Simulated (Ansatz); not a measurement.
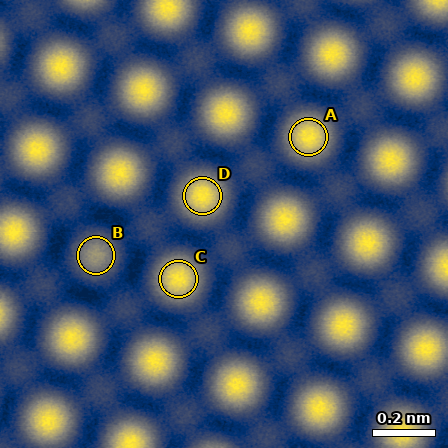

HAADF-like image of AlAs (F-43m, No. 216) along [001]. The image is simulated as a sum over atoms of Z^1.7, blurred by a 1.30 Å probe (no channelling). The probe carries 15 % of its weight in a tail 2.5 times as wide. The display is stretched by a gamma of 0.8; percentages refer to the linear signal. Shot noise and a slight drift were added.

The sample is 2 repeats (11.4 Å) thick. One point defect was put into the perfect crystal, without relaxing the atoms around it. Brightness is counted from the darkest point of the image. Host structure: the geometry relaxed with DFT PBE0, scalar-relativistic, plane waves, PAW in Ansatz 0.2.0; the starting structure was generated, so it need not be a known form of this composition.

### Which ringed column holds the defect, and does it scatter more or less than its equals?

B; it scatters less. The column holds 2 atoms (As) through the sample, and one As site holds Al (an antisite), so its peak drops to about 55 % of that of its equals.
